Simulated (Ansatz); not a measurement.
System: a (100) slab cut from Ta (Im-3m), of composition Ta5N (not the bulk's), ended by Ta planes, 6 atoms in the cell. Starting structure of the relaxation:

```xyz
6
Lattice="3.2805 0.0000 0.0000 0.0000 3.2805 0.0000 0.0000 0.0000 25.5610" Properties=species:S:1:pos:R:3 pbc="T T T"
Ta    1.6403    1.6403    8.5000
Ta    0.0000    0.0000   10.1403
Ta    1.6403    1.6403   11.7872
Ta    0.0000    0.0000   13.4537
Ta    1.6403    1.6403   14.8640
N     1.6403    1.6403   17.2840
```

Ansatz; DFT PBEsol, scalar-relativistic, plane waves, PAW, no spin polarisation, 9×9×1 k mesh, 420 eV cutoff.

What does the potential across the slab give for the work function?

The work function is 8.40 eV at the right face and 4.07 eV at the left. The vacuum level is 4.33 eV higher at the right than at the left, so the slab carries a dipole along its normal; the ramp in the vacuum, at or near the edge of the plot, is the dipole correction that keeps each side flat. Some atoms were held fixed in the relaxation, which can itself make the faces differ. The outermost atoms are 8.4 Å apart, which leaves 17.1 Å of vacuum in a cell 25.6 Å high.

Spin-orbit coupling is left out, which matters for Ta.

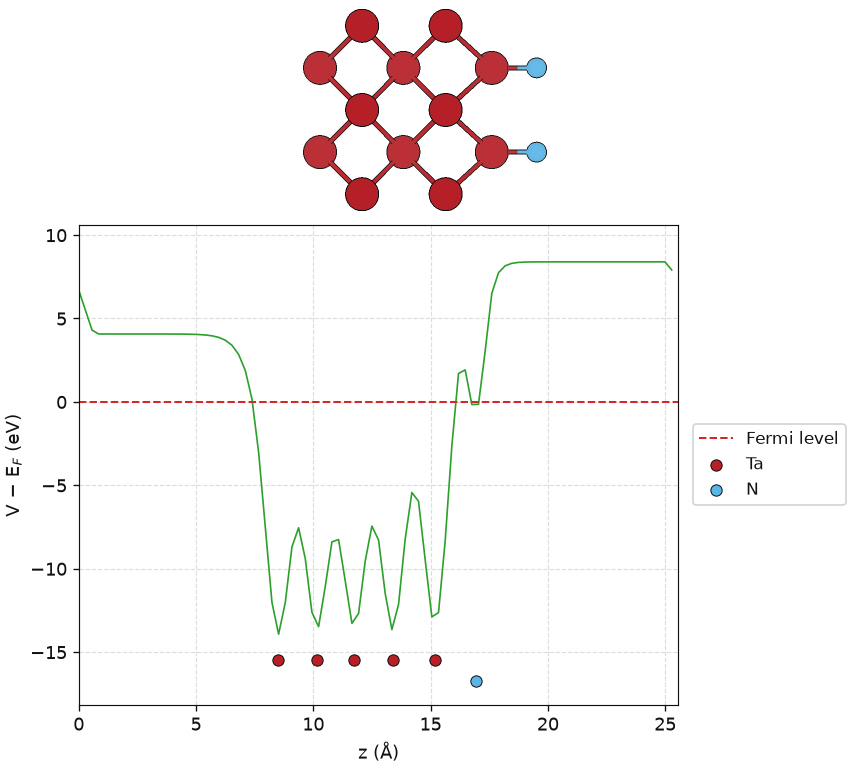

Plane-averaged electrostatic potential energy of an electron across the slab; circles at the bottom mark the heights of the atoms (positions after relaxation). The structure is drawn too.
